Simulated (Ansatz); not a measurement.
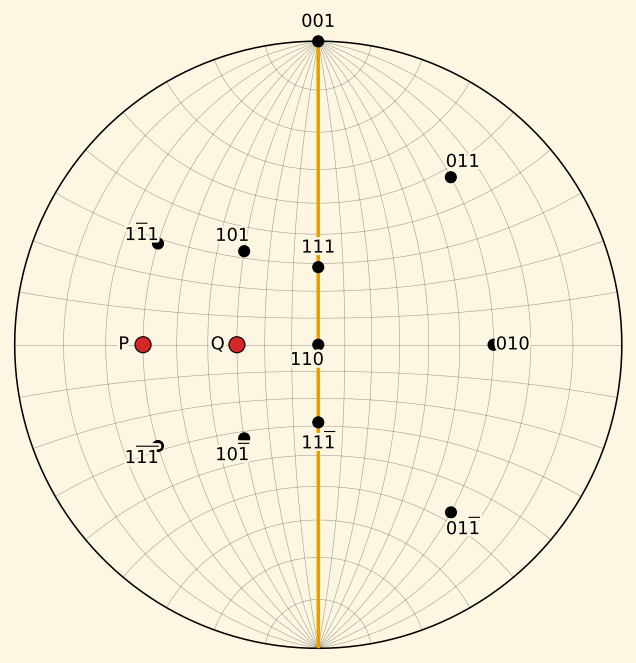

Stereographic projection of plane normals (upper hemisphere) centred on (1 1 0). Crystal: Ti, the geometry relaxed with DFT, PBEsol, plane waves (420 eV) with PAW, scalar-relativistic (Ansatz 0.2.0); the starting structure was generated, so it need not be a known form of this composition. The drawing is computed from the coordinates (standard cell, symmetry found to 0.002 Å).

a = 2.901 Å, b = 5.026 Å, c = 4.594 Å, α = 90.00°, β = 90.03°, γ = 90.00°.

Index the poles marked P, Q.

Answer. P is (1 −1 0), 60.0° from the centre; Q is (1 0 0), 30.0° from the centre.

Which zone does the coloured great circle trace?

Answer. The zone [1 −1 0]: its poles satisfy h − k = 0.

What is the angle between the normals of (1 0 0) and (1 0 1), and what are their d_hkl = 1/|g|?

Answer. 32.3°; d = 2.901 Å and 2.452 Å.
